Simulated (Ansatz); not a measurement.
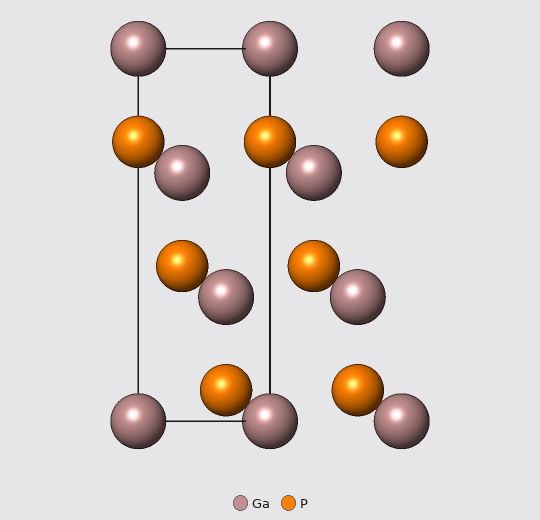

The picture looks along a close-packed row of the hexagonal mesh; [111] points upwards. Every atom sits on one of the three columns of the mesh; call them A, B, C in the order in which they first turn up. The box is the hexagonal cell of the face-centred cubic lattice. The sequence starts with the first layer at or above the cell's origin.

GaP. Coordinates: the input geometry of an electronic-structure calculation (not necessarily at equilibrium).

### Give the sequence of layers in one repeat, with element and column.

Ga(A) – P(B) – Ga(B) – P(C) – Ga(C) – P(A) (six layers in 9.54 Å).

### How are the P layers alone stacked?

P layers alone: BCA, the cubic close-packed type.

### Which positions between or in the P layers do the other atoms fill?

Ga: three tetrahedral sites (per hexagonal cell).

### What short polytype symbol fits?

Polytype symbol 3C, the symbol of a tetrahedral polytype (number of double layers in the repeat and lattice).

Heights of the layers:

```
layer  atoms (column)  height (Å)  to next (Å)
    1           Ga(A)        0.00         0.79
    2            P(B)        0.79         2.38
    3           Ga(B)        3.18         0.80
    4            P(C)        3.97         2.38
    5           Ga(C)        6.36         0.79
    6            P(A)        7.15         2.38
```
